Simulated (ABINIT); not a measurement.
# GaN (P6_3mc): refractive index against wavelength

The refractive index of GaN (P6_3mc) along x below the direct gap (2.01 eV on the mesh) is read from one computed spectrum, n = √(Re ε). x, y and z are the Cartesian axes of the input cell.

Symmetry: P6_3mc, No. 186, hexagonal system. The conventional cell has a = 3.180 Å, b = 3.180 Å, c = 5.166 Å, α = 90.00°, β = 90.00°, γ = 120.00°. Around Ga on site b lie 4 N at 1.94 to 1.95 Å. N on site b has 4 Ga at 1.94 to 1.95 Å as nearest neighbours.

Method: ABINIT 10.8.3, PBE, independent particles, k-mesh 11×11×6, Lorentzian half width 0.05 eV.

Launch of the response step: `optic optic.abi`. The run took 1.9 min, its band step included, on 4 threads of INTEL(R) XEON(R) PLATINUM 8581C CPU @ 2.10GHz (Emerald Rapids), with other jobs on the host.

| wavelength (nm) | photon energy E (eV) | n |
| --- | --- | --- |
| 3000 | 0.413 | 2.4057 |
| 2000 | 0.620 | 2.4122 |
| 1550 | 0.800 | ? |
| 1310 | 0.946 | 2.4288 |
| 1064 | 1.165 | 2.4455 |

In the single-oscillator model n² − 1 = E₀E_d/(E₀² − E²), so 1/(n² − 1) = E₀/E_d − E²/(E₀E_d) is linear in E².

Working, on the rows shown:

| x = E² (eV²) | y = 1/(n² − 1) |
| --- | --- |
| 0.170801 | 0.208882 |
| 0.384302 | 0.207524 |
| 0.895757 | 0.20412 |
| 1.35784 | 0.200784 |

Means: x̄ = 0.70218, ȳ = 0.20533. Σ(x − x̄)(y − ȳ) = -0.0058, Σ(x − x̄)² = 0.8508. Slope = -0.0058 / 0.8508 = -0.006817; intercept = ȳ − slope · x̄ = 0.21011. Turned back into n, the line misses the rows shown by at most 0.00055.

Task: Predict the last column of the withheld row from the fit.

Result: At x = 0.63984 the line gives y = 0.20575, that is 2.4208. The run gave 2.4203, so the interpolation is off by 0.00049, 1.2 % of the range in the table.

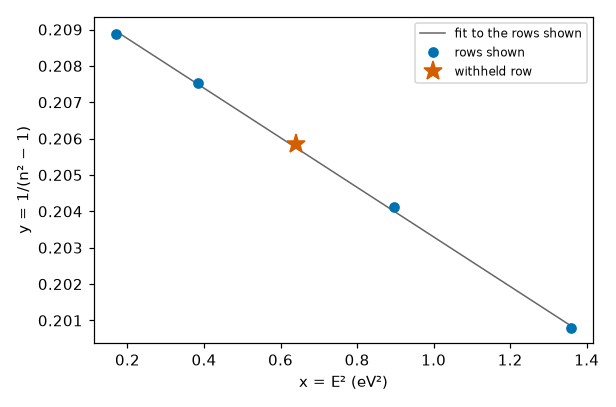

Refitted with all rows, the slope is -0.006823 and the intercept 0.21014. These give E₀ = √(intercept/−slope) = 5.55 eV and E_d = E₀/intercept = 26.4 eV; E₀ is 2.8 times the direct gap. The electronic limit at long wavelengths, without lattice vibrations, is n = √(1 + 1/intercept) = 2.400. The cell comes from an older database entry, whose edges can be off by a per cent or so. Excitons are left out and so are local fields; PBE gaps are as a rule too small. The values come from a sum over the points of one k-mesh and carry its error, which grows as the direct gap shrinks. Spin-orbit coupling is left out.
